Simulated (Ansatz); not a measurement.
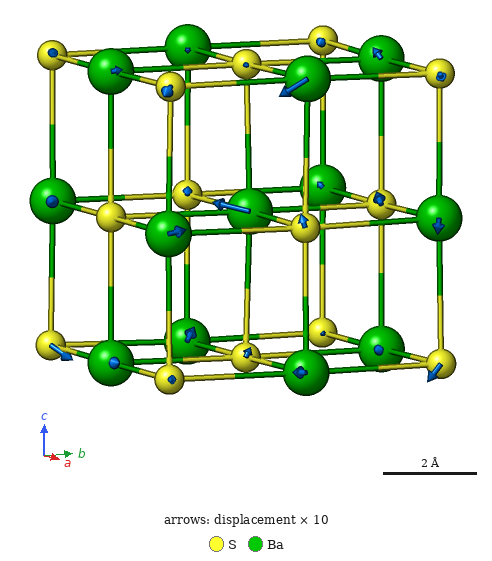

This is a relaxation of a defect cell of composition S31Ba32. The starting structure is drawn; blue arrows show the displacements, magnified 10 times.

Style: ball-and-stick. Shown: the atoms within 5.8 Å of the atom that moves most (axes of the cell of the calculation), slightly off an axis.

The calculation used Ansatz, DFT, PBEsol, PAW, plane waves. Set-up: plane-wave cutoff 420 eV; k-point mesh 1 × 1 × 1; mesh shifted by (0.25, 0.25, 0.25); no spin polarisation; atoms relaxed in a fixed cell; force threshold 0.03 eV/Å; at most 80 steps.

**Atoms of which element are displaced furthest, and by how much?**

Barium: up to 0.095 Å, against 0.067 Å for sulfur.

**What did the optimiser do to the structure, and how much energy did it gain?**

Over 3 geometry steps the energy falls by 0.214 eV per cell of the calculation. Largest force component: 0.34 eV/Å at the start, 0.027 eV/Å at the end. A Ba atom moves most: 0.095 Å roughly along [−3 −2 1]. By element the largest moves are Ba 0.095 Å, S 0.067 Å. The cell stays as it was. Some distances before and after: Ba–S 3.254 → 3.167 Å, Ba–S 3.237 → 3.163 Å, Ba–S 3.103 → 3.171 Å, Ba–S 3.216 → 3.161 Å. Bond angles that change, for instance: S–Ba–S 176.8° → 179.8°, S–Ba–S 88.0° → 90.3°. Cost: 4.7 s on 1 × NVIDIA GB200 with 8 threads of Arm Neoverse-V2, peak memory 2 GiB.
